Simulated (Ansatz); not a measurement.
Cu₃Ni₂

Input

```
crystal:
  lattice:
    - [2.5168841107, -2.8e-09, 0.0]
    - [-1.2584420529, 2.1796855797, 0.0]
    - [0.0, 0.0, 20.8819375268]
  atoms:
    - { symbol: Cu, position: [0.3333333333, 0.6666666667, 0.0] }
    - { symbol: Cu, position: [0.6666666667, 0.3333333333, 0.6989853801] }
    - { symbol: Cu, position: [0.6666666667, 0.3333333333, 0.8978381044] }
    - { symbol: Cu, position: [0.6666666667, 0.3333333333, 0.1021618956] }
    - { symbol: Cu, position: [0.6666666667, 0.3333333333, 0.3010146199] }
    - { symbol: Cu, position: [0.6666666667, 0.3333333333, 0.5] }
    - { symbol: Ni, position: [0.3333333333, 0.6666666667, 0.5995146131] }
    - { symbol: Ni, position: [0.3333333333, 0.6666666667, 0.7986203889] }
    - { symbol: Ni, position: [0.3333333333, 0.6666666667, 0.2013796111] }
    - { symbol: Ni, position: [0.3333333333, 0.6666666667, 0.4004853869] }
basis:
  ecutwfc: 500
kpoints:
  mp_grid: { grid: [18, 18, 2] }
  band_path:
    path:
      - [[0.0, 0.0, 0.0], [0.5, 0.0, 0.0], [0.33333333, 0.33333333, 0.0], [0.0, 0.0, 0.0], [0.0, 0.0, 0.5], [0.5, 0.0, 0.5], [0.33333333, 0.33333333, 0.5], [0.0, 0.0, 0.5]]
      - [[0.5, 0.0, 0.5], [0.5, 0.0, 0.0]]
      - [[0.33333333, 0.33333333, 0.5], [0.33333333, 0.33333333, 0.0]]
    npoints: 14
hamiltonian:
  xc: r2scan
scf:
  occupations: { method: gaussian, width: 0.1 }
  n_extra_bands: 25
output:
  forces: true
  stress: true
  eigenvalues: true
  populations: true
  dos: { projected: true, de: 0.02, nscf_kmesh: { grid: [22, 22, 3] } }
  bader: true
  write_density: true
  write_potential: true
  elf: true
  volumetric_format: npy
```

Run with:

```sh
ansatz run input.yaml --threads 4 --pin off --max-ram 8192MiB --backend cpu --events-out ev --progress --plain --runs-dir out
```

Below, planes, directions and counts refer to the conventional cell (a = 2.52 Å, b = 2.52 Å, c = 20.88 Å, α = 90.00°, β = 90.00°, γ = 120.00°).

Space group P-6m2; a structure generated by program, which may or may not match a known phase; computed pressure about −7 GPa in this cell; computed without spin polarisation.

The calculation used DFT r2SCAN, scalar-relativistic, plane waves, PAW in Ansatz.

What can the converged valence pseudo-density and electron localisation function tell about the bonding?

Answer. Cu–Ni (2.53 Å): ρ is about 0.28 e/Å³ halfway; the ELF is about 0.20 at the midpoint (no localised pair shows between them).
Cu–Cu (2.58 Å): the density is about 0.26 e/Å³ at the midpoint; the ELF is about 0.20 at the midpoint: no shared electron pair shows on this line.
Bader's partition of the density gives Cu +0.04 and Ni −0.06 e.

Which way does charge flow, and how much by Bader's partition?

Answer. Very little charge moves. Bader charges: Cu +0.04 and Ni −0.06 e.

Metal or insulator at this level of theory?

Answer. It is gapless in this calculation (a metal or semimetal).

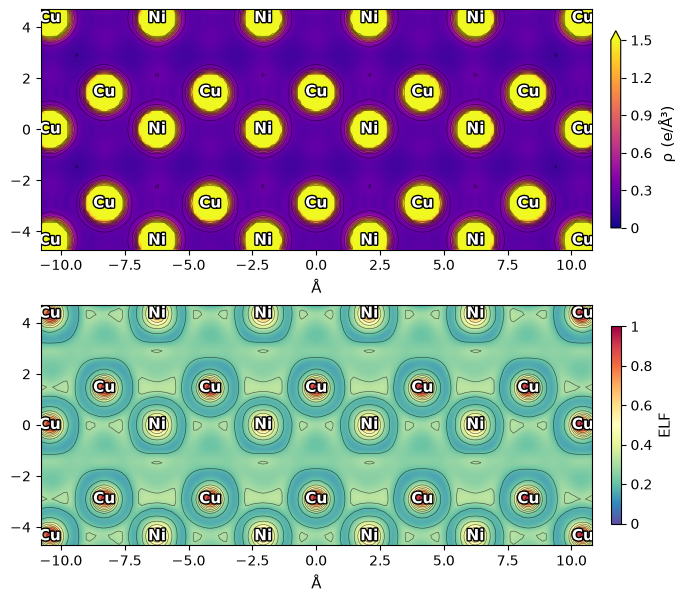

Computed valence pseudo-density and electron localisation function on the (110) plane of the conventional cell, in this order. 

In a PAW calculation such maps are meaningful between the atoms, not at the nuclei.
